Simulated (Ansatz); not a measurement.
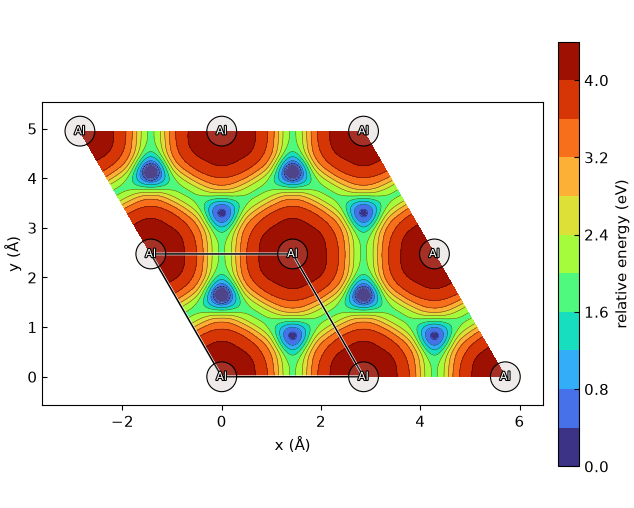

Energy landscape of N on an Al(111) slab cut from the Fm-3m phase, its upper half relaxed before the scan (3 atoms of substrate and one adsorbate in a 1 × 1 cell). N is moved over the surface cell; relaxed at each place: the height of the adsorbate's atoms; substrate rigid; the origin of the map has the adsorbate above Al3. Places are given modulo a cell vector. The map is drawn in real space over the plane of the surface. The scan uses a 6 × 6 grid; 10 points were computed and 26 follow by symmetry. Energies are in eV, from the lowest grid point. With one adsorbate in each 1 × 1 cell, its nearest image is 2.9 Å away, so neighbouring adsorbates interact. Level of theory: DFT PBE, scalar-relativistic, plane waves, PAW (Ansatz). Settings: cutoff 420 eV, k-mesh 9×9×1, gaussian smearing 0.1 eV, no spin polarisation.

Drawn: filled contours, labelled circles for the atoms of the top layer and small ones for the second layer, the outline of one cell of the 2 × 2 shown. Between grid points the surface is interpolated. 

Describe this landscape.

The lowest grid point is at a threefold hollow over a second-layer Al atom, (2/6, 4/6) of the cell vectors. A higher local minimum lies near a threefold hollow over a third-layer Al atom, (4/6, 2/6) of the cell vectors (0.28 eV above the lowest at that grid point). The highest grid point, the top site over a surface Al atom, (0/6, 0/6) of the cell vectors, lies 4.32 eV above the lowest. On the interpolated surface the easiest way out of the lowest well to the well at a threefold hollow over a third-layer Al atom, (4/6, 2/6) of the cell vectors passes a barrier of about 1.9 eV. At the lowest point the adsorbate has 3 Al at 1.69 Å as nearest neighbours, at the highest 1 Al at 1.84 Å. Its relaxed height above the top atom is 0.36 Å at the lowest and 1.84 Å at the highest point.

The input of one point:

```yaml
crystal:
  lattice:
    - [2.8571514048, 0.0, 0.0]
    - [-1.4285757024, 2.474365699, 0.0]
    - [0.0, 0.0, 20.1016425018]
  atoms:
    - { symbol: Al, position: [0.6666666667, 0.3333333333, 0.1989887145] }
    - { symbol: Al, position: [0.3333333333, 0.6666666667, 0.3134533094] }
    - { symbol: Al, position: [0.0, 0.0, 0.4279074459] }
    - { symbol: "N", position: [0.3333333333, 0.6666666667, 0.4668361138] }
basis:
  ecutwfc: 420
kpoints:
  mp_grid: { grid: [9, 9, 1] }
hamiltonian:
  xc: pbe
scf:
  occupations: { method: gaussian, width: 0.1 }
output:
  forces: true
  eigenvalues: true
relax:
  adjacent_minimum: "off"
  f_tol: 0.025
  max_steps: 16
  constraints: [{ sites: [0, 1, 2] }, { sites: [3], fix: xy }]
efield:
  axis: 3
  dipole_correction: true
  ramp_width: 0.04
```

The whole map (10 points run) took 4.5 min on 1 thread of Arm Neoverse V1, with other jobs on the host.
